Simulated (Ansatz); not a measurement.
**Geometry relaxation, with input and output: Ge$_{24}$Si$_{40}$ (part 1 of 2)**

System: Ge$_{24}$Si$_{40}$ (P1, 64 atoms in the cell).
Method: DFT, PBEsol, PAW, plane waves (Ansatz 0.2.0).

The structure was built on a prototype by a generator.

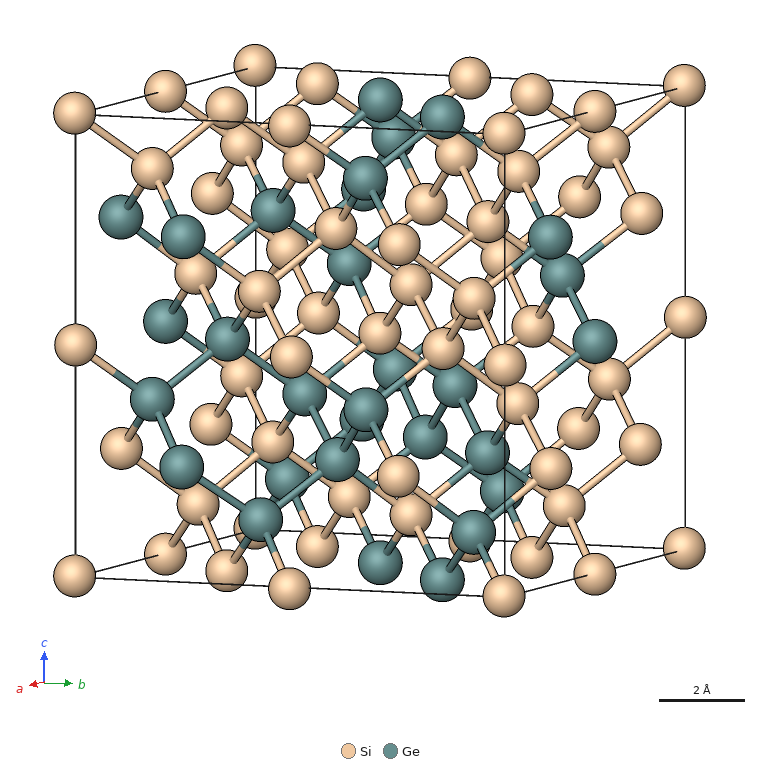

Figure 1. The structure as given in the input (ball-and-stick view of the cell of the calculation, seen slightly off an axis).

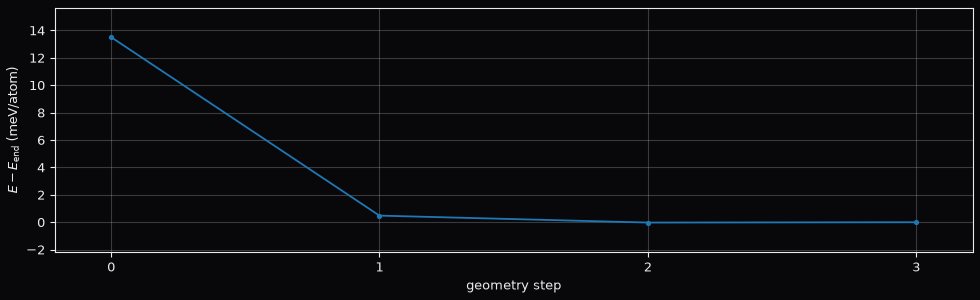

Figure 2. Progress of the relaxation, step by step (the first geometry is step 0 here and step 1 in the log).

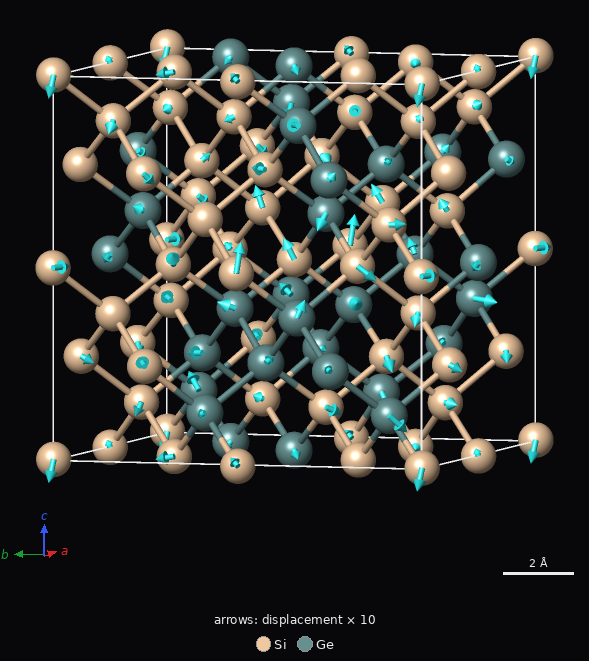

Figure 3. The starting structure with the displacements as teal arrows, magnified 10 times (ball-and-stick view of the cell of the calculation, seen at an oblique angle). Ge49 moves most relative to the cell: 0.096 Å. By element the largest moves are Ge 0.096 Å, Si 0.092 Å. The volume changes by −0.6 %, with a = b = c 11.050 → 11.028 Å (−0.2 %). Distances before and after: Si8–Si16 2.439 → 2.352 Å, Ge43–Ge58 2.348 → 2.431 Å, Ge46–Ge50 2.365 → 2.446 Å, Ge47–Ge60 2.365 → 2.443 Å. Among the angles that change: Si3–Ge49–Si17 107.1° → 111.2°, Si6–Ge64–Si34 108.7° → 112.6°, Si1–Ge50–Ge46 112.1° → 108.2°. The space group stays P1 (No. 1). Over 3 geometry steps the energy falls by 13.5 meV per atom. Largest force component: 0.88 eV/Å at the start, 0.021 eV/Å at the end. Pressure: −0.39 GPa at the start and 0.00 GPa at the end. (Atoms are counted from 1 in the order of the input.)

These pictures come from the run below.

**The input**
```yaml
crystal:
  lattice:
    - [11.050109, 0.000000, 0.000000]
    - [0.000000, 11.050109, 0.000000]
    - [0.000000, 0.000000, 11.050109]
  atoms:
    - { symbol: Si, position: [0.001565, 0.998738, 0.002748] }
    - { symbol: Si, position: [0.996772, 0.999163, 0.501248] }
    - { symbol: Si, position: [0.998642, 0.498105, 0.996451] }
    - { symbol: Si, position: [0.999037, 0.502517, 0.497501] }
    - { symbol: Si, position: [0.498168, 0.998978, 0.997937] }
    - { symbol: Si, position: [0.501889, 0.499938, 0.497391] }
    - { symbol: Si, position: [0.125418, 0.126895, 0.623530] }
    - { symbol: Si, position: [0.124453, 0.625554, 0.626442] }
    - { symbol: Si, position: [0.624912, 0.128130, 0.124481] }
    - { symbol: Si, position: [0.627077, 0.123431, 0.623381] }
    - { symbol: Si, position: [0.625505, 0.624357, 0.123208] }
    - { symbol: Si, position: [0.625081, 0.624211, 0.620283] }
    - { symbol: Si, position: [0.252755, 0.249613, 0.999881] }
    - { symbol: Si, position: [0.249329, 0.250715, 0.504104] }
    - { symbol: Si, position: [0.250915, 0.748484, 0.997866] }
    - { symbol: Si, position: [0.251796, 0.751350, 0.497345] }
    - { symbol: Si, position: [0.750216, 0.247589, 0.998755] }
    - { symbol: Si, position: [0.751223, 0.751704, 0.500812] }
    - { symbol: Si, position: [0.372446, 0.374177, 0.125543] }
    - { symbol: Si, position: [0.373701, 0.875499, 0.127563] }
    - { symbol: Si, position: [0.875505, 0.376001, 0.621024] }
    - { symbol: Si, position: [0.874605, 0.875887, 0.627561] }
    - { symbol: Si, position: [0.251396, 0.001228, 0.253085] }
    - { symbol: Si, position: [0.248534, 0.003285, 0.751793] }
    - { symbol: Si, position: [0.247630, 0.501197, 0.749867] }
    - { symbol: Si, position: [0.748407, 0.001528, 0.252265] }
    - { symbol: Si, position: [0.751622, 0.502209, 0.749531] }
    - { symbol: Si, position: [0.376296, 0.125193, 0.375948] }
    - { symbol: Si, position: [0.374554, 0.124179, 0.874651] }
    - { symbol: Si, position: [0.375876, 0.624937, 0.875216] }
    - { symbol: Si, position: [0.876531, 0.127189, 0.875846] }
    - { symbol: Si, position: [0.998219, 0.750976, 0.250441] }
    - { symbol: Si, position: [0.999902, 0.754199, 0.751224] }
    - { symbol: Si, position: [0.499001, 0.249169, 0.251159] }
    - { symbol: Si, position: [0.499689, 0.750528, 0.749215] }
    - { symbol: Si, position: [0.125293, 0.876273, 0.375691] }
    - { symbol: Si, position: [0.127878, 0.875984, 0.877060] }
    - { symbol: Si, position: [0.624589, 0.373886, 0.874061] }
    - { symbol: Si, position: [0.624688, 0.872605, 0.374015] }
    - { symbol: Si, position: [0.623171, 0.874044, 0.875795] }
    - { symbol: Ge, position: [0.499822, 0.999790, 0.501011] }
    - { symbol: Ge, position: [0.501145, 0.500631, 0.001383] }
    - { symbol: Ge, position: [0.124524, 0.125994, 0.127214] }
    - { symbol: Ge, position: [0.123345, 0.626146, 0.123297] }
    - { symbol: Ge, position: [0.749215, 0.248787, 0.499267] }
    - { symbol: Ge, position: [0.748065, 0.748829, 0.000762] }
    - { symbol: Ge, position: [0.375609, 0.375349, 0.629461] }
    - { symbol: Ge, position: [0.375603, 0.871904, 0.625684] }
    - { symbol: Ge, position: [0.875607, 0.379115, 0.127849] }
    - { symbol: Ge, position: [0.872829, 0.873947, 0.121593] }
    - { symbol: Ge, position: [0.249717, 0.499705, 0.246958] }
    - { symbol: Ge, position: [0.747664, 0.000041, 0.751986] }
    - { symbol: Ge, position: [0.748229, 0.504402, 0.249989] }
    - { symbol: Ge, position: [0.378102, 0.622763, 0.376682] }
    - { symbol: Ge, position: [0.876448, 0.127171, 0.377215] }
    - { symbol: Ge, position: [0.875515, 0.624251, 0.375815] }
    - { symbol: Ge, position: [0.875672, 0.623156, 0.876058] }
    - { symbol: Ge, position: [0.998694, 0.246952, 0.248445] }
    - { symbol: Ge, position: [0.999567, 0.250922, 0.746303] }
    - { symbol: Ge, position: [0.498688, 0.249834, 0.751491] }
    - { symbol: Ge, position: [0.498409, 0.749001, 0.249485] }
    - { symbol: Ge, position: [0.123469, 0.376699, 0.375372] }
    - { symbol: Ge, position: [0.122884, 0.372882, 0.876385] }
    - { symbol: Ge, position: [0.626519, 0.377341, 0.373743] }
  symmetry: { detect: false }
kpoints:
  mp_grid: { grid: [1, 1, 1], shift: [0.25, 0.25, 0.25] }
hamiltonian:
  xc: pbesol
scf:
  occupations: { method: fermi_dirac, width: 0.01 }
relax:
  f_tol: 0.03
  max_steps: 80
  escape_saddle: false
  adjacent_minimum: "off"
  cell: { fix: [shape] }
output:
  forces: true
  eigenvalues: true
  populations: true
```

**Log**
```
Pseudopotentials: kind: paw
Functional definition: PBEsol
  exchange = pbesol_x
  correlation = pbesol_c
Crystal: 64 atoms, lattice volume = 1349.273 Å³
Basis set: ecut = 420 eV, 26193 PW (Γ), exchange–correlation on 150×150×150 points (8 copies of the dense FFT grid, shifted against one another)
Bands: 312, of which v1, the nominal top of the filled ones, is band 248 counted from 1 (247 counted from 0)
Symmetry: 1 space group operations
k-points: 1
Non-local potential: Si, projectors of the file, l = 0: 2, l = 1: 2, l = 2: 2
Non-local potential: Ge, projectors of the file, l = 0: 2, l = 1: 2, l = 2: 3, l = 3: 1
PAW form: soft (Blöchl's): semilocal exchange-correlation on the pseudo side does not see the compensation charge
PAW frozen core: Si, regenerated for the run's functional, and the local potential with it (the file was generated under x = pbe(κ = 0.804, μ = 0.2195149727645171), c = pbe(β = 0.06672455060314922))
PAW frozen core: Ge, regenerated for the run's functional, and the local potential with it (the file was generated under x = pbe(κ = 0.804, μ = 0.2195149727645171), c = pbe(β = 0.06672455060314922))
PAW one-centre angular grid: Si, 110 points (default); XC on 64 Gauss nodes
PAW one-centre angular grid: Ge, 590 points (default); XC on 64 Gauss nodes
Initial density: superposition of atomic densities (neutral atoms: chi_scale 0, normalization atom), corrected by the library's trained network
Initial wavefunctions: pseudopotential atomic-orbital guess
Functional: x = pbesol(κ = 0.804, μ = 0.12345679012345678), c = pbesol(β = 0.046)
SCF iter   1: F=—  HF=-126942.039030 eV  |F-HF|=—  |Δ(HF+E_count)|=         —  Δρ=3.90e-3  dr2=2.64e-1  ethr=1.77e-3  ⟨swp⟩=6.0  Hψ=1231  notcnv=0  defer=30
preconditioner: auto → Resta (q_TF=auto, 2.309 Å⁻¹)  ε∞=5.2  [insulator: Δε(μ)=1.033 eV  Ē_g=7.929 eV  σ=0.010 eV  W_gap=1.00  n_scr=256 (ndim 8)  ℏωp=16.2 eV  f_vac=0.000  D(μ)=0.00/eV (n_scr^D=0)  ε∞_Penn≈5.2]
SCF iter   2: F=—  HF=-126941.981616 eV  |F-HF|=—  |Δ(HF+E_count)|=   5.74e-2  Δρ=2.28e-3  dr2=7.62e-2  ethr=5.33e-5  ⟨swp⟩=2.0  Hψ=368  notcnv=0  defer=57
SCF iter   3: F=—  HF=-126941.971032 eV  |F-HF|=—  |Δ(HF+E_count)|=   1.06e-2  Δρ=5.45e-4  dr2=6.06e-3  ethr=1.54e-5  ⟨swp⟩=2.0  Hψ=510  notcnv=0  defer=57
SCF iter   4: F=—  HF=-126941.969405 eV  |F-HF|=—  |Δ(HF+E_count)|=   1.63e-3  Δρ=1.88e-4  dr2=7.71e-4  ethr=1.22e-6  ⟨swp⟩=2.0  Hψ=510  notcnv=0  defer=57
SCF iter   5: F=—  HF=-126941.969500 eV  |F-HF|=—  |Δ(HF+E_count)|=   9.42e-5  Δρ=9.05e-5  dr2=1.25e-4  ethr=1.55e-7  ⟨swp⟩=2.0  Hψ=503  notcnv=0  defer=57
SCF iter   6: F=—  HF=-126941.969656 eV  |F-HF|=—  |Δ(HF+E_count)|=   1.57e-4  Δρ=1.84e-5  dr2=5.11e-6  ethr=2.52e-8  ⟨swp⟩=2.0  Hψ=383  notcnv=0  defer=57
SCF iter   7: F=—  HF=-126941.968716 eV  |F-HF|=—  |Δ(HF+E_count)|=   9.40e-4  Δρ=5.02e-6  dr2=3.47e-7  ethr=1.03e-9  ⟨swp⟩=2.0  Hψ=503  notcnv=0  defer=57
SCF iter   8: F=-126941.968716 eV  HF=-126941.968716 eV  |F-HF|=9.06e-8  |Δ(HF+E_count)|=   7.53e-8  Δρ=1.96e-6  dr2=5.19e-8  ethr=2.02e-11  ⟨swp⟩=11.0  Hψ=1758  notcnv=0
SCF 1 converged in 8 iterations: F = -126941.968716 eV  dr2 = 5.19e-8
  greatest PAW one-centre occupation: 0.998 electrons in one spin orbital (limit 2), on the Ge atom at site 57 (counted from 0), in its partial waves of l = 2
relax step   1: F+E_penalty+E_count = -126941.96871634 eV  Δ(F+E_penalty+E_count) = +0.000e0 eV  max|allowed force component| = 8.844e-1 eV/Å  Δτ_max = 0.0000 Å  P = -0.386 GPa  Ω = 1349.273 Å³  fix = [alpha, beta, gamma, b/a, c/a]  reactions: b/a +0.003, c/a -0.017 GPa; alpha +1.239, beta +0.982, gamma +1.184 GPa/rad  (8 SCF iters, dr2 threshold 1.00e-7 eV, accepted)
Crystal: 64 atoms, lattice volume = 1341.896 Å³
Basis set: ecut = 420 eV, 26145 PW (Γ), exchange–correlation on 150×150×150 points (8 copies of the dense FFT grid, shifted against one another)
Initial density: handed on by an earlier stage of this run
Initial wavefunctions: those handed on with the density
iter 1 solved again at ethr=4.76e-5 eV; its pass at ethr=3.10e-3 eV (dr2=2.36e-1 eV) is discarded
SCF iter   1: F=—  HF=-126942.851115 eV  |F-HF|=—  |Δ(HF+E_count)|=         —  Δρ=4.64e-3  dr2=2.45e-1  ethr=4.76e-5  ⟨swp⟩=12.0  Hψ=1440  notcnv=0
preconditioner: auto → Resta (q_TF=auto, 2.311 Å⁻¹)  ε∞=5.2  [insulator: Δε(μ)=1.033 eV  Ē_g=7.947 eV  σ=0.010 eV  W_gap=1.00  n_scr=256 (ndim 8)  ℏωp=16.2 eV  f_vac=0.000  D(μ)=0.00/eV (n_scr^D=0)  ε∞_Penn≈5.2]
SCF iter   2: F=—  HF=-126942.813382 eV  |F-HF|=—  |Δ(HF+E_count)|=   3.77e-2  Δρ=2.49e-3  dr2=6.05e-2  ethr=4.76e-5  ⟨swp⟩=2.0  Hψ=366  notcnv=0  defer=57
SCF iter   3: F=—  HF=-126942.803507 eV  |F-HF|=—  |Δ(HF+E_count)|=   9.88e-3  Δρ=3.96e-4  dr2=2.33e-3  ethr=1.22e-5  ⟨swp⟩=2.0  Hψ=343  notcnv=0  defer=57
SCF iter   4: F=—  HF=-126942.802600 eV  |F-HF|=—  |Δ(HF+E_count)|=   9.07e-4  Δρ=1.21e-4  dr2=3.31e-4  ethr=4.69e-7  ⟨swp⟩=2.0  Hψ=503  notcnv=0  defer=57
SCF iter   5: F=—  HF=-126942.802484 eV  |F-HF|=—  |Δ(HF+E_count)|=   1.15e-4  Δρ=4.84e-5  dr2=4.16e-5  ethr=6.66e-8  ⟨swp⟩=2.0  Hψ=503  notcnv=0  defer=57
SCF iter   6: F=-126942.802488 eV  HF=-126942.802488 eV  |F-HF|=8.91e-9  |Δ(HF+E_count)|=   3.71e-6  Δρ=1.68e-5  dr2=6.12e-6  ethr=1.29e-9  ⟨swp⟩=12.0  Hψ=1751  notcnv=0
SCF 2 converged in 6 iterations: F = -126942.802488 eV  dr2 = 6.12e-6
relax step   2: F+E_penalty+E_count = -126942.80248808 eV  Δ(F+E_penalty+E_count) = -8.338e-1 eV  max|allowed force component| = 2.037e-1 eV/Å  Δτ_max = 0.0903 Å  P = -0.044 GPa  Ω = 1341.896 Å³  energy of the carried Pulay correction = +1.185e-3 eV  fix = [alpha, beta, gamma, b/a, c/a]  reactions: b/a +0.003, c/a -0.005 GPa; alpha +1.121, beta +1.098, gamma +1.130 GPa/rad  (6 SCF iters, dr2 thres
Crystal: 64 atoms, lattice volume = 1341.222 Å³
iter 1 solved again at ethr=2.13e-6 eV; its pass at ethr=3.10e-3 eV (dr2=1.05e-2 eV) is discarded
SCF iter   1: F=—  HF=-126942.837971 eV  |F-HF|=—  |Δ(HF+E_count)|=         —  Δρ=1.02e-3  dr2=1.20e-2  ethr=2.13e-6  ⟨swp⟩=8.0  Hψ=1234  notcnv=0  defer=3
preconditioner: auto → Resta (q_TF=auto, 2.311 Å⁻¹)  ε∞=5.2  [insulator: Δε(μ)=1.027 eV  Ē_g=7.947 eV  σ=0.010 eV  W_gap=1.00  n_scr=256 (ndim 8)  ℏωp=16.2 eV  f_vac=0.000  D(μ)=0.00/eV (n_scr^D=0)  ε∞_Penn≈5.2]
SCF iter   2: F=—  HF=-126942.836133 eV  |F-HF|=—  |Δ(HF+E_count)|=   1.84e-3  Δρ=5.43e-4  dr2=2.77e-3  ethr=2.13e-6  ⟨swp⟩=5.0  Hψ=389  notcnv=0  defer=2
SCF iter   3: F=—  HF=-126942.835720 eV  |F-HF|=—  |Δ(HF+E_count)|=   4.13e-4  Δρ=8.78e-5  dr2=9.74e-5  ethr=5.59e-7  ⟨swp⟩=2.0  Hψ=435  notcnv=0
SCF iter   4: F=—  HF=-126942.834878 eV  |F-HF|=—  |Δ(HF+E_count)|=   8.42e-4  Δρ=2.52e-5  dr2=1.30e-5  ethr=1.96e-8  ⟨swp⟩=2.0  Hψ=560  notcnv=0
SCF iter   5: F=-126942.834872 eV  HF=-126942.834873 eV  |F-HF|=6.62e-7  |Δ(HF+E_count)|=   5.31e-6  Δρ=9.34e-6  dr2=1.61e-6  ethr=5.23e-10  ⟨swp⟩=13.0  Hψ=1745  notcnv=0
SCF 3 converged in 5 iterations: F = -126942.834872 eV  dr2 = 1.61e-6
relax step   3: F+E_penalty+E_count = -126942.83487222 eV  Δ(F+E_penalty+E_count) = -3.238e-2 eV  max|allowed force component| = 2.126e-2 eV/Å  Δτ_max = 0.0202 Å  P = +0.001 GPa  Ω = 1341.222 Å³  energy of the carried Pulay correction = +1.293e-3 eV  fix = [alpha, beta, gamma, b/a, c/a]  reactions: b/a +0.004, c/a -0.005 GPa; alpha +1.099, beta +1.105, gamma +1.105 GPa/rad  (5 SCF iters, dr2 thres
Initial wavefunctions: pseudopotential atomic-orbital guess (no wavefunctions were taken with the density)
iter 1 solved again at ethr=1.82e-7 eV; its pass at ethr=3.10e-3 eV (dr2=9.02e-4 eV) is discarded
SCF iter   1: F=—  HF=-126942.834204 eV  |F-HF|=—  |Δ(HF+E_count)|=         —  Δρ=1.08e-5  dr2=1.66e-6  ethr=1.82e-7  ⟨swp⟩=8.0  Hψ=2103  notcnv=0
preconditioner: auto → Resta (q_TF=auto, 2.311 Å⁻¹)  ε∞=5.2  [insulator: Δε(μ)=1.028 eV  Ē_g=7.948 eV  σ=0.010 eV  W_gap=1.00  n_scr=256 (ndim 8)  ℏωp=16.2 eV  f_vac=0.000  D(μ)=0.00/eV (n_scr^D=0)  ε∞_Penn≈5.2]
SCF iter   2: F=—  HF=-126942.833357 eV  |F-HF|=—  |Δ(HF+E_count)|=   8.47e-4  Δρ=6.40e-6  dr2=6.77e-7  ethr=3.35e-10  ⟨swp⟩=3.0  Hψ=566  notcnv=0
SCF iter   3: F=—  HF=-126942.833357 eV  |F-HF|=—  |Δ(HF+E_count)|=   2.38e-7  Δρ=2.93e-6  dr2=1.78e-7  ethr=1.37e-10  ⟨swp⟩=3.0  Hψ=581  notcnv=0
SCF iter   4: F=—  HF=-126942.833357 eV  |F-HF|=—  |Δ(HF+E_count)|=   6.88e-8  Δρ=6.84e-7  dr2=8.15e-9  ethr=3.59e-11  ⟨swp⟩=2.0  Hψ=560  notcnv=0
SCF iter   5: F=—  HF=-126942.833357 eV  |F-HF|=—  |Δ(HF+E_count)|=   2.18e-9  Δρ=5.23e-7  dr2=2.81e-9  ethr=1.64e-12  ⟨swp⟩=2.0  Hψ=560  notcnv=0
SCF iter   6: F=-126942.833357 eV  HF=-126942.833357 eV  |F-HF|=2.62e-10  |Δ(HF+E_count)|=  2.91e-10  Δρ=1.20e-7  dr2=2.45e-10  ethr=1.00e-12  ⟨swp⟩=5.0  Hψ=1314  notcnv=0
SCF 4 converged in 6 iterations: F = -126942.833357 eV  dr2 = 2.45e-10
```
